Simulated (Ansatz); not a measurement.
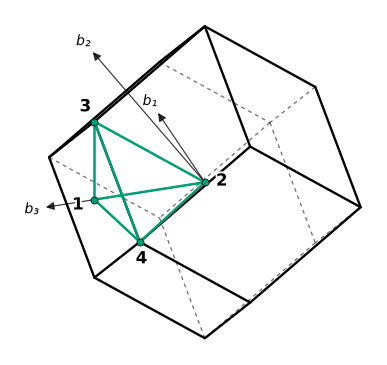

Crystal: W, a calculation's input that goes back to an entry of the Crystallography Open Database (an earlier step may have relaxed or displaced it). The first Brillouin zone of a body-centred cubic lattice (cI; extended symbol cI1) is drawn with its special points numbered. Symmetry computed with spglib at a tolerance of 0.002 Å; standard conventional cell.

a = 3.195 Å, b = 3.195 Å, c = 3.195 Å, α = 90.00°, β = 90.00°, γ = 90.00°.

Labels and path follow the convention of Hinuma et al. (2017), as computed by seekpath; the arrows show the directions of the reciprocal primitive vectors b₁, b₂, b₃, in which coordinates are given.

Which special point is each number?

| no. | label | coordinates |
| --- | --- | --- |
| 1 | N | (0, 0, 1/2) |
| 2 | Γ | (0, 0, 0) |
| 3 | P | (1/4, 1/4, 1/4) |
| 4 | H | (1/2, −1/2, 1/2) |
